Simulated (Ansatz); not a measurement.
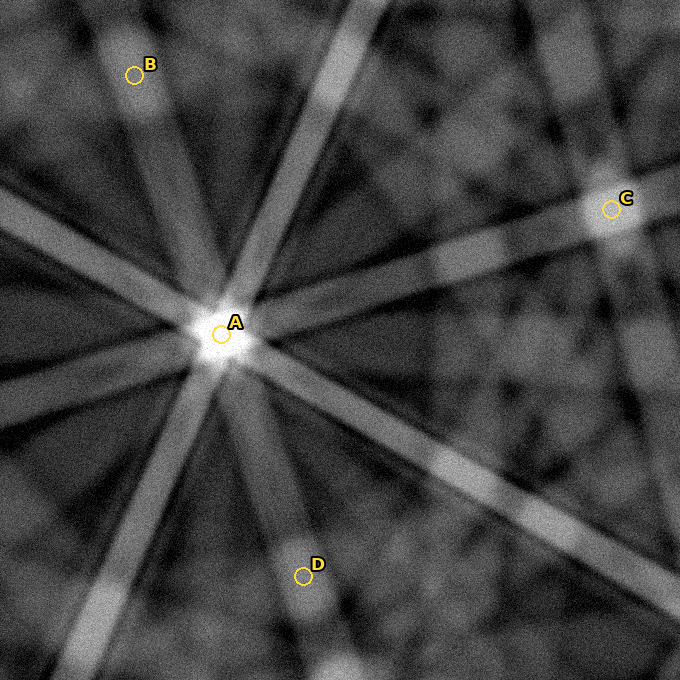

Simulated Kikuchi (electron backscatter) pattern at 10 kV: kinematic bands of width 2θ(Bragg) in gnomonic projection, seen from the camera side; the frame spans ±31° from its centre. Crystal: Pt, space group Cmcm (No. 63), a = 2.730 Å, b = 6.572 Å, c = 3.723 Å. Structure: the geometry relaxed with DFT, PBE, plane waves (420 eV) with PAW, scalar-relativistic (Ansatz); the starting structure was generated, so it need not be a known form of this composition.

Pole A is [100] and pole B is [30-1].

Index the poles C and D.

Answer. C is [3-10], 38.7° from A and 44.8° from B. D is [301], 24.4° from A and 48.9° from B.

Which band joins A and B, and how wide is it?

Answer. It comes from the planes common to both zones. The strongest order is 0 4 0 with d = 1.643 Å, so the band is 2θ = 4.3° wide (λ = 0.1220 Å). Other orders of the same planes (0 2 0, 0 6 0) lie on the same centre line with other widths.
